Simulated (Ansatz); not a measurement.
## Electronic structure of MoSe in real space

```
CELL_PARAMETERS angstrom
0.00000 2.68254 2.68254
5.33734 2.68254 2.68254
5.33734 5.36509 0.00000
ATOMIC_POSITIONS crystal
Mo 0.50000 0.50000 0.00000
Se 0.00000 0.00000 0.00000
Mo 0.50000 0.50000 0.50000
Se 0.00000 0.00000 0.50000
```

Space group I4/mmm; started from the rocksalt prototype, which need not be the ambient phase.

Computed with DFT PBE, spin-orbit coupling, plane waves, PAW in Ansatz.

Core electrons are frozen (PAW), and the valence fields are smoothed inside the atomic spheres.

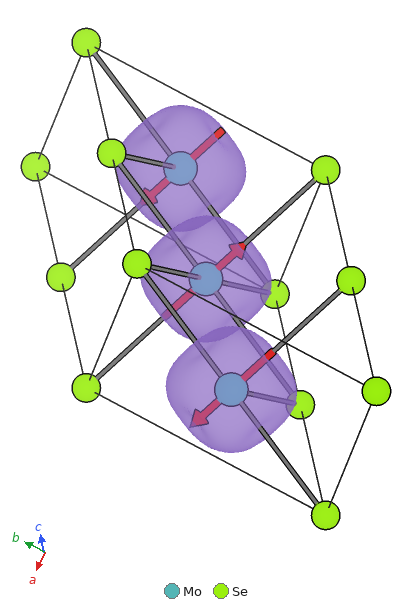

Figure 1. Isosurface of the size of the magnetisation density at 0.2 e/Å³ (purple), with the spin moments of the magnetic sites as arrows; seen at an oblique angle.

How are the spin moments arranged, and how large are they?

Answer. Spin moments: Mo 1.8 μB. They are collinear, and cancel (antiferromagnetic), along [1 1 −1] of the cell.

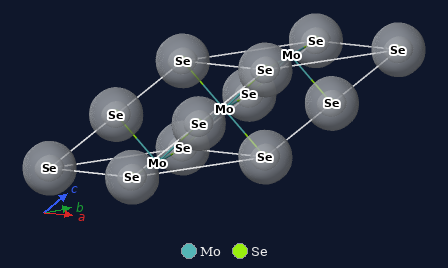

Figure 2. Isosurface of the electron localisation function at 0.65 (grey), seen at an oblique angle. Only the valence region is drawn (cores and ρ < 0.01 e/Å³ removed). Sticks mark near contacts.

Describe the localisation domains.

Answer. At this value the surface marks out two regions wrapped around Se (the valence shell of each), counted in one cell of 4 atoms. Regions shared between cells count once. Along the contacts the grid gives the following. Mo–Se (2.67 Å): the ELF is about 0.35 at the midpoint.

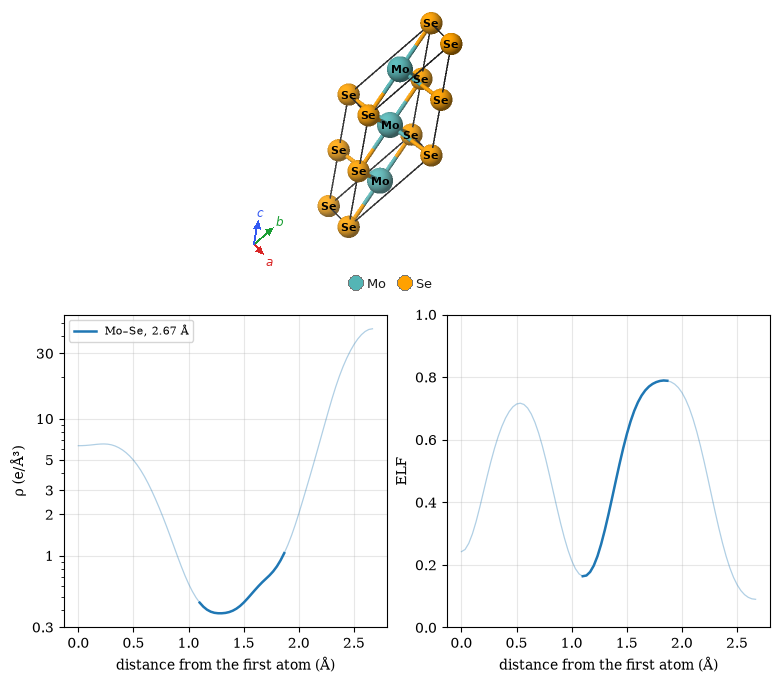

Figure 3. Valence pseudo-density and electron localisation function along straight lines between neighbouring atoms. Thin, pale parts lie inside the atomic spheres. The structure is drawn too.

What can be read from the curves?

Answer. Mo–Se (2.67 Å): ρ is about 0.38 e/Å³ halfway; the ELF is about 0.35 at the midpoint.

Does the calculation make it a metal, or give it a gap?

Answer. It is gapless in this calculation (a metal or semimetal); semilocal functionals without U, or without the true magnetic order, often close the gap of such compounds.
